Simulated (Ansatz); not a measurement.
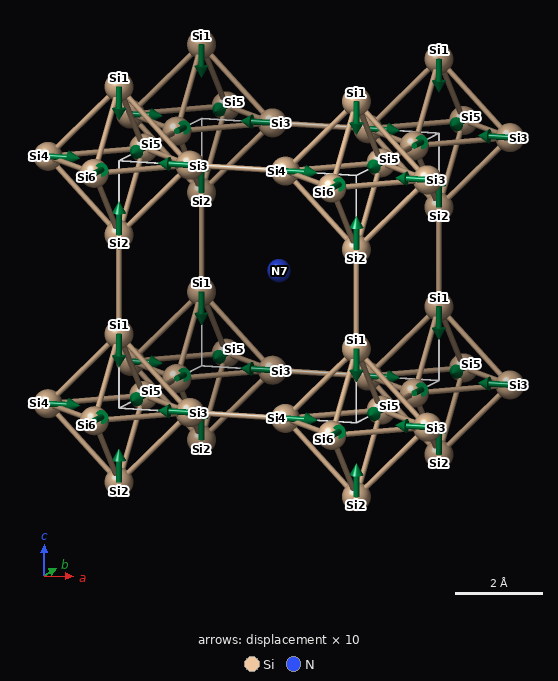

A relaxation of a crystal of Si6N (a generated structure, set up in Pm-3m). The starting structure is drawn; green arrows show the displacements (the part carried along by the change of the cell is left out), 10 times their true length.

Style: ball-and-stick. Shown: the cell of the calculation, slightly off an axis.

Level of theory: Ansatz, DFT PBE, scalar-relativistic, plane waves, PAW. Settings: plane-wave cutoff 420 eV; k-point mesh 6 × 6 × 6; occupations gaussian; smearing width 0.1 eV; collinear spin; cell and atoms relaxed; force threshold 0.01 eV/Å; at most 80 steps.

Question: Describe the change and its energy.

Answer: The largest moves relative to the cell, 0.080 Å, are those of Si1, Si2, Si3, Si4, Si5 and Si6. Si2 goes along +c. N stays in place. The drawn cell changes as follows: a = b = c 5.838 → 6.086 Å (+4.2 %); the volume changes by +13.3 %. Among the contacts that change: Si1–Si2 2.346 → 2.605 Å, Si1–Si3 2.469 → 2.461 Å. The space group stays Pm-3m (No. 221). After 5 accepted moves (7 points after the start) the energy has fallen by 46.4 meV per atom. The largest force component goes from 0.54 to 0.0002 eV/Å. Pressure: 2.39 GPa at the start and 0.01 GPa at the end. The SCF was repeated twice at an unchanged geometry on a basis and grid sized afresh for the cell, which shifted the energy by 2.3 meV per atom at most. The run took 4.9 min on 1 thread of Intel(R) Xeon(R) Processor @ 2.50GHz (Skylake/Cascade Lake), on a shared host, peak memory 0.59 GiB.

Limits of the set-up: layers or molecules are held without a dispersion correction, so their spacing is unreliable.
